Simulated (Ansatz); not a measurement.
C

```xyz
30
Lattice="2.4913 0.0000 0.0000 -1.2456 2.1575 0.0000 0.0000 0.0000 30.7616" Properties=species:S:1:pos:R:3 pbc="T T T"
C     0.0000    0.0000    0.7610
C     1.2457    0.7192   11.0151
C     0.0000    1.4384   21.2689
C     1.2457    0.7192    9.4881
C     0.0000    1.4384   19.7419
C     0.0000    0.0000   29.9960
C     0.0000    0.0000    3.3586
C     1.2457    0.7192   13.6126
C     0.0000    1.4384   23.8664
C     1.2457    0.7192    6.9254
C     0.0000    1.4384   17.1791
C     0.0000    0.0000   27.4329
C     0.0000    0.0000    4.8674
C     1.2457    0.7192   15.1215
C     0.0000    1.4384   25.3753
C     1.2457    0.7192    5.3784
C     0.0000    1.4384   15.6321
C     0.0000    0.0000   25.8859
C     0.0000    1.4384    1.2821
C     0.0000    0.0000   11.5362
C     1.2457    0.7192   21.7900
C     0.0000    1.4384    8.9809
C     0.0000    0.0000   19.2349
C     1.2457    0.7192   29.4887
C     0.0000    1.4384    2.8165
C     0.0000    0.0000   13.0703
C     1.2457    0.7192   23.3241
C     0.0000    1.4384    7.4108
C     0.0000    0.0000   17.6649
C     1.2457    0.7192   27.9186
```

Space group R3m; not relaxed (largest force 1.2 eV/Å).

Method: DFT LDA, scalar-relativistic, plane waves, PAW (Ansatz).

In a PAW calculation such maps are meaningful between the atoms, not at the nuclei.

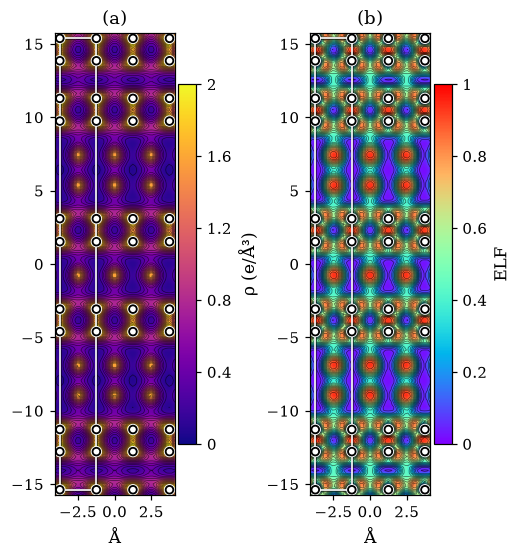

Figure 1. (a) valence electron density; (b) ELF on the (100) plane of the conventional cell. Circles mark the nuclei in the plane (C).

Q: What does the map show?

A: Atoms in the plane: C. Atoms just off the plane (C, 0.7 Å away) can leave unmarked features too. C–C (1.53 Å): ρ at the midpoint is about 1.7 e/Å³; the ELF peaks at about 0.95 between the atoms, as expected for a covalent bond. C–C (1.55 Å): ρ is about 1.6 e/Å³ halfway; the ELF peaks at about 0.95 between the atoms (localised, covalent bonding). Between the atoms the lowest density in this plane is 0.08 e/Å³.

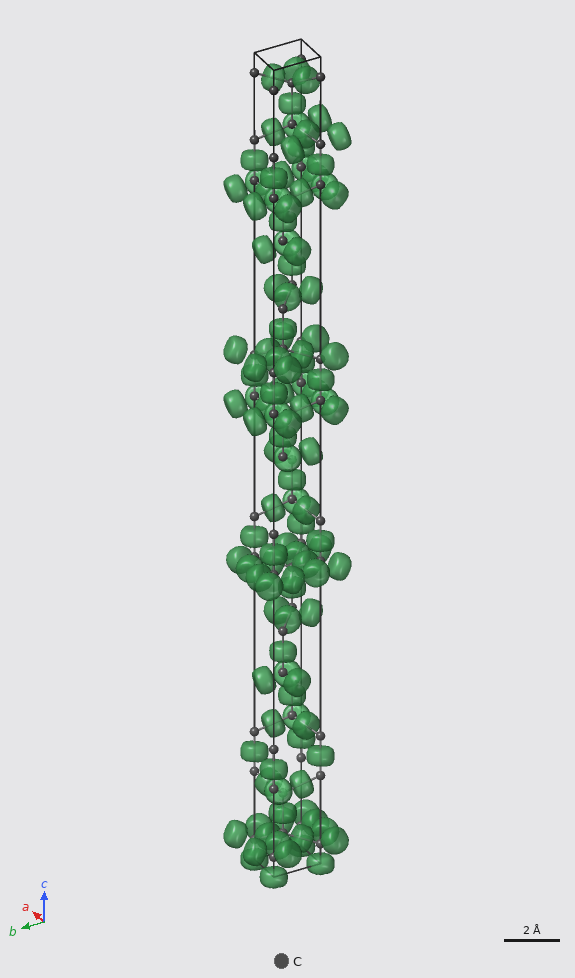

Figure 2. Isosurface of the ELF at 0.7 (green), seen at an oblique angle. Only the valence region is drawn (cores and ρ < 0.01 e/Å³ removed). Sticks mark near contacts.

Q: Identify the bonds, lone pairs and shells in this picture.

A: At this value the surface marks out 60 regions between bonded C–C atoms (shared pairs), counted in one cell of 30 atoms. Any copies at cell faces, edges or corners count once. Along the contacts the grid gives the following. C–C (1.51 Å): the ELF peaks at about 0.95 between the atoms: a covalent bond. C–C (1.57 Å): the ELF peaks at about 0.95 between the atoms (localised, covalent bonding).

Q: Does the calculation give a band gap?

A: It is gapped, with a Kohn–Sham gap of 4.5 eV on the k-point mesh, an upper bound to the gap of this method.
